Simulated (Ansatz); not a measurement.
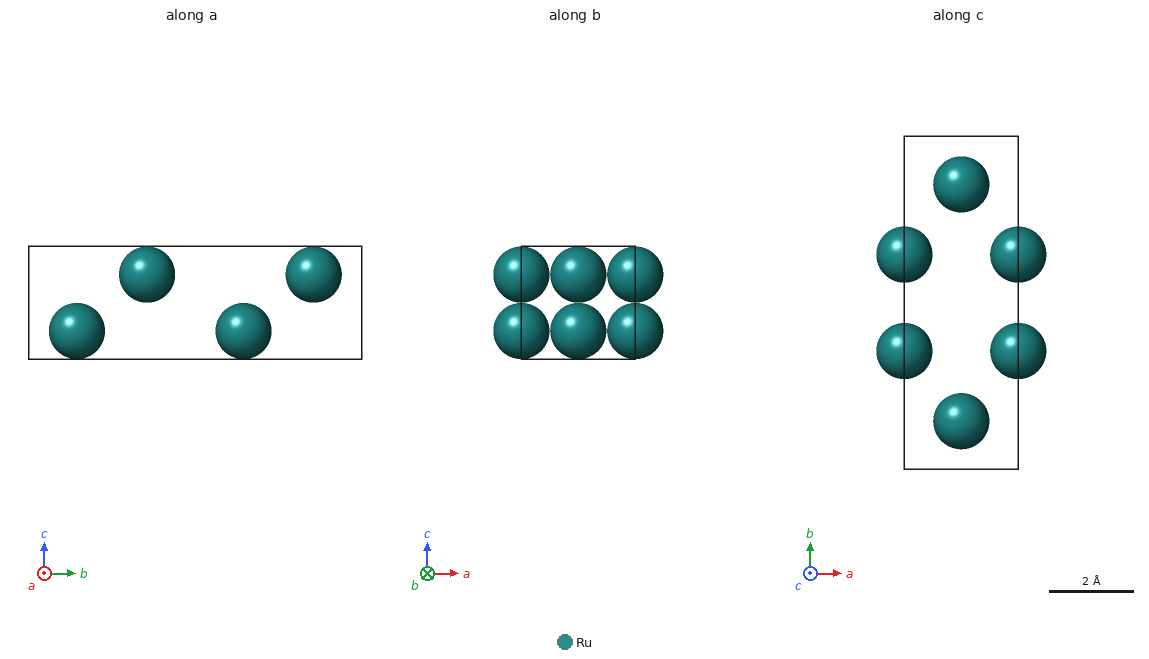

Crystal structure, spheres-only style, seen along the a axis, along the b axis and along the c axis. The parallelepiped is the conventional unit cell.

Lattice parameters: a = 2.7144 Å, b = 7.9420 Å, c = 2.6899 Å, α = 90.000°, β = 90.000°, γ = 90.000°.

Give the atomic positions as a CIF in P1 with every atom of the cell, with free fractional coordinates to two decimals.

```cif
data_structure
_symmetry_space_group_name_H-M 'P 1'
_symmetry_Int_Tables_number 1
_cell_length_a 2.7144
_cell_length_b 7.9420
_cell_length_c 2.6899
_cell_angle_alpha 90.000
_cell_angle_beta 90.000
_cell_angle_gamma 90.000
_cell_volume 57.99
loop_
_atom_site_label
_atom_site_type_symbol
_atom_site_fract_x
_atom_site_fract_y
_atom_site_fract_z
_atom_site_occupancy
Ru1 Ru 0.50 0.86 0.75 1
Ru2 Ru 0.00 0.64 0.25 1
Ru3 Ru 0.00 0.36 0.75 1
Ru4 Ru 0.50 0.14 0.25 1
```

The cell started as a structure type filled with this element by a generator (whether the element takes this form wasn't checked). Earlier steps of the study may have refined or changed the cell and positions. It went into a calculation with Ansatz.
